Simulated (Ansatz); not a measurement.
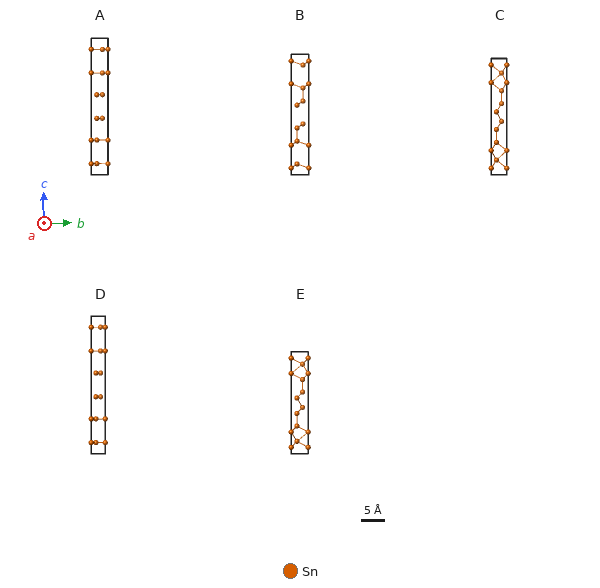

5 geometries from one relaxation of a crystal of Sn (a generated structure, set up in R-3m) (coarse preliminary run), in shuffled order. The picture is a ball-and-stick view of the conventional cell (3 times the calculation's cell), seen along the a axis. Lengths and directions refer to the drawn axes.

Case: C → Sn on all its sites, cell and atoms relaxed.

The calculation used DFT LDA, scalar-relativistic, plane waves, PAW (Ansatz 0.2.0). Set-up: plane-wave cutoff 420 eV; k-point mesh 6 × 6 × 6; occupations gaussian; smearing width 0.1 eV; no spin polarisation; cell and atoms relaxed; force threshold 0.05 eV/Å; at most 60 steps.

> Put them in the order of the run, from the start to the converged end.

D, A, B, E, C. They are steps 0, 4, 8, 13, 21, at +5654 meV per atom, +826 meV per atom, +264 meV per atom, +36.5 meV per atom relative to the last. The energy falls by 5654 meV per atom in 19 accepted moves (21 points after the start). Largest force component: 0.033 eV/Å at the start, 0.016 eV/Å at the end. Pressure: 100.41 GPa at the start and −0.09 GPa at the end. The line search rejected the trial step at point 16 of the run. At 1 point the geometry stayed and the basis and grid were re-selected for the new cell (energy shift of 1.0 meV per atom at most each time). The largest moves relative to the cell, 1.17 Å, are those of Sn atoms. The volume changes by +3.8 %, with a = b 3.603 → 3.993 Å (+10.8 %), c 30.546 → 25.808 Å (−15.5 %). Near-neighbour distances that change, for instance: Sn–Sn 5.669 → 3.133 Å, Sn–Sn 4.906 → 2.858 Å, Sn–Sn 2.080 → 2.932 Å. New bonds form, among them: Sn–Sn (4.91 → 2.86 Å), Sn–Sn (5.67 → 3.13 Å). Among the angles between lasting bonds that change: Sn–Sn–Sn 120.0° → 85.8°. The space group stays R-3m (No. 166).
